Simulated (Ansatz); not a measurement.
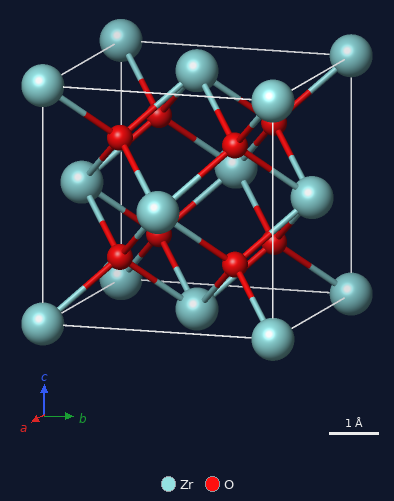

Phonons of crystalline ZrO2 relaxed at 25 GPa, space group Fm-3m (No. 225), at the zone centre. Style: ball-and-stick. Shown: the conventional cell (4 times the calculation's cell), slightly off an axis. Lengths and directions refer to the drawn axes.

All numbers below come from DFT PBE, scalar-relativistic, plane waves, PAW in Ansatz 0.2.0.

Input file:
```yaml
crystal:
  lattice:
    - [0.0, 2.4840681808, 2.4840681808]
    - [2.4840681808, 0.0, 2.4840681808]
    - [2.4840681808, 2.4840681808, 0.0]
  atoms:
    - { symbol: Zr, position: [0.0, 0.0, 0.0] }
    - { symbol: O, position: [0.25, 0.25, 0.25] }
    - { symbol: O, position: [0.75, 0.75, 0.75] }
basis:
  ecutwfc: 420
kpoints:
  mp_grid: { grid: [8, 8, 8] }
hamiltonian:
  xc: pbe
scf:
  occupations: { method: fixed }
output:
  eigenvalues: true
phonons:
  method: dfpt
  dielectric: true
  rigid_motions: translations
  eigenvectors: true
```

Command:
```bash
ansatz run input.yaml --threads 1 --pin off --max-ram 3072MiB --backend cpu --events-out ev --progress --plain --runs-dir out
```

Frequencies are those without the non-analytic (LO–TO) term.

Give the spectrum at this point.

The calculation's cell holds 3 atoms, so there are 6 optical modes, in 2 levels. The optical modes span T₁u + T₂g. No level is unstable.

```json
{"level": "1", "symmetry": "T₁u", "frequency (cm⁻¹)": "315", "activity": "infrared-active"}
{"level": "2", "symmetry": "T₂g", "frequency (cm⁻¹)": "624", "activity": "Raman-active"}
```

The displacement patterns (one member of each degenerate set):

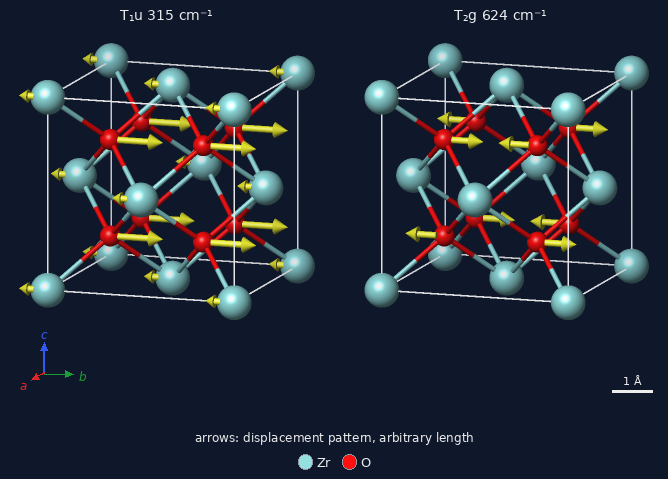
